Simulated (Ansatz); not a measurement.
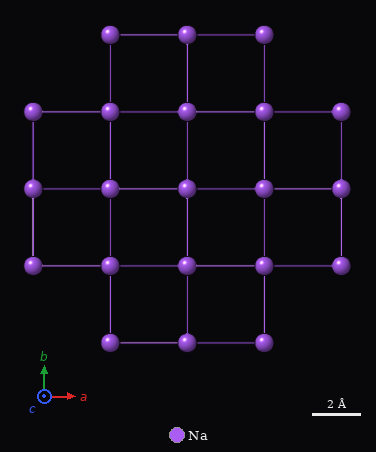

Starting structure of a crystal of Na (built on the beta-tin_141 type). A ball-and-stick model of the conventional cell (2 times the calculation's cell), seen along the c axis. Lengths and directions refer to the drawn axes.

Case: beta-tin type (I4_1/amd, No. 141).

The calculation used Ansatz 0.2.0, DFT r2SCAN, scalar-relativistic, plane waves, PAW.

Input
```yaml
crystal:
  lattice:
    - [-3.2633941077, 3.2633941077, 1.7802417262]
    - [3.2633941077, -3.2633941077, 1.7802417262]
    - [3.2633941077, 3.2633941077, -1.7802417262]
  atoms:
    - { symbol: Na, position: [0.0, 0.0, 0.0] }
    - { symbol: Na, position: [0.75, 0.25, 0.5] }
basis:
  ecutwfc: 500
kpoints:
  mp_grid: { grid: [18, 18, 18] }
hamiltonian:
  xc: r2scan
scf:
  occupations: { method: gaussian, width: 0.1 }
output:
  forces: true
  stress: true
  eigenvalues: true
relax:
  adjacent_minimum: "off"
  f_tol: 0.01
  max_steps: 80
  cell: { stress_tol: 0.05 }
```

What does the optimiser find from here?

After 2 accepted moves (3 points after the start) the energy has fallen by 0.5 meV per atom. All forces vanish by symmetry, so only the cell relaxes. Pressure: 0.17 GPa at the start and 0.01 GPa at the end. At 1 point the geometry stayed and the basis and grid were re-selected for the new cell (energy shift of less than 0.05 meV per atom at most each time). No atom moves by more than 0.005 Å relative to the cell. The drawn cell changes as follows: a = b 6.527 → 6.584 Å (+0.9 %), c 3.560 → 3.581 Å (+0.6 %); the volume changes by +2.3 %. Among the contacts that change: Na1–Na2 3.383 → 3.411 Å, Na1–Na1 3.560 → 3.581 Å. The space group stays I4_1/amd (No. 141). The run took of the order of 4 core-minutes on a shared host.

Step by step:

| step | E − E(0), meV/atom | pressure, GPa | volume, Å³/atom | note |
| --- | --- | --- | --- | --- |
| 0 | 0.00 | 0.17 | 37.918 |  |
| 1 | -0.17 | 0.13 | 38.108 |  |
| 2 | -0.44 | 0.00 | 38.803 |  |
| 3 | -0.49 | 0.01 | 38.803 | same geometry, new basis |

The structure at the end:

```xyz
2
Lattice="-3.2919 3.2919 1.7903 3.2919 -3.2919 1.7903 3.2919 3.2919 -1.7903" Properties=species:S:1:pos:R:3 pbc="T T T"
Na    0.0000    6.5839    0.0000
Na    0.0000    3.2919    0.8952
```

The end point in the same view:

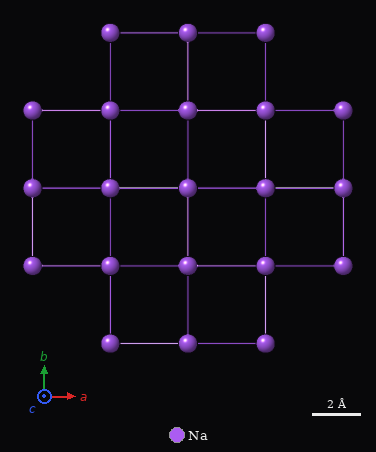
